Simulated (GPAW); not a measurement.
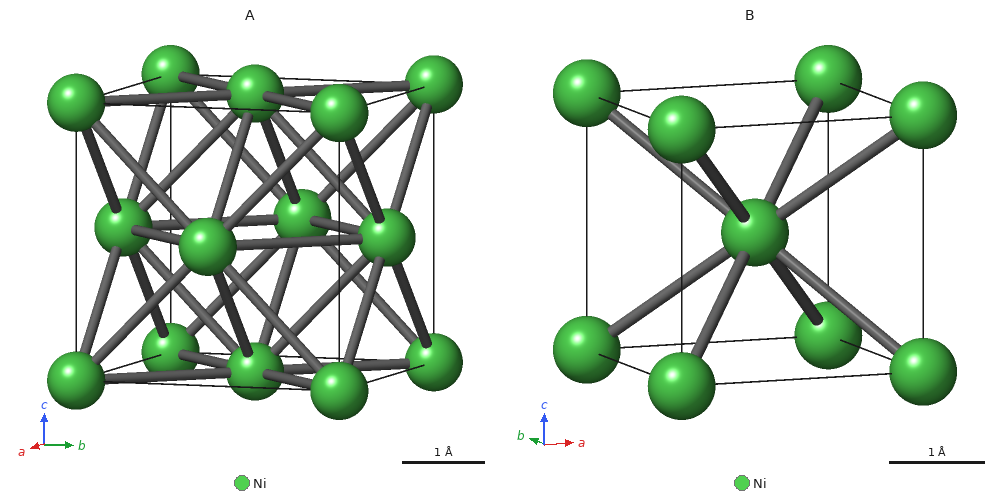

Two structures of Ni, each relaxed (cell and atoms) at zero pressure; conventional cells in solid outline, small ones repeated, each panel with its own scale. Alike in all runs: GPAW 26.7.0; functional PBEsol; dispersion D3(BJ); potentials PAW data sets generated in the run's folder for this functional; cutoff 600 eV; occupations fermi-dirac, width 0.05 eV; collinear spin, ferromagnetic start; no spin-orbit coupling. The k meshes have like spacings.

Name the structure in each panel.

A: face-centred cubic (Cu type), Fm-3m; B: body-centred cubic (W type), Im-3m.

Rank them by energy, lowest first.

A, then B (+119 meV/atom), static energies at zero smearing.

Collect the results in a table.

| panel | space group | E − E(lowest) (meV/atom) | volume (Å³/atom) | moment (μB/atom) |
| --- | --- | --- | --- | --- |
| A | Fm-3m | 0 | 10.2 | 0.63 |
| B | Im-3m | 119 | 10.3 | 0.56 |

The starts are database entries or structure types tried for this composition, and the most stable form need not be among them. Each run keeps the magnetic state that it reached from its start.

Caveat: each step starts from the last one's moments, so a moment once lost doesn't come back; later steps reuse the first step's grids.
